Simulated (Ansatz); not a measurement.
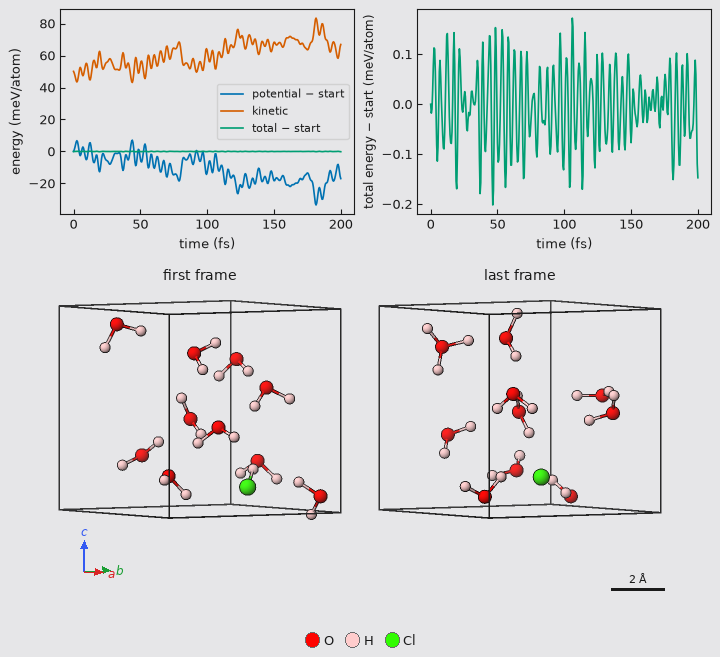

A Born-Oppenheimer molecular dynamics run of a periodic cell with 10 H2O + 1 HCl at 0.788 g/cm³, 200 fs long. It starts from the last geometry of an earlier run, with fresh velocities. The picture is a ball-and-stick view of the simulation cell, seen from a free direction.

Theory: DFT PBE, scalar-relativistic, plane waves, PAW (Ansatz). Settings: plane-wave cutoff 420 eV; k-point mesh 1 × 1 × 1; Fermi-Dirac smearing 0.05 eV; constant energy (NVE); velocities drawn for 400 K; time step 0.5 fs.

> Is this trajectory numerically sound?

The total energy stays between −0.2 and 0.17 meV per atom of its start. A straight-line fit has a slope that amounts to −0.0062 meV per atom over 200 fs (under 0.1 % of the mean kinetic energy), and the ripple about it is 0.9 % of the kinetic energy's fluctuation. With a drift under 2 % and a ripple under 7 %, the integration is accurate. The mean temperature in the second half is 537 K (standard deviation 43 K). The potential energy in the second half lies on average 17.2 meV per atom below the first frame.

Limits of the set-up: the periodic images lie only 7.7 Å apart, so the values are limited by the cell's size.
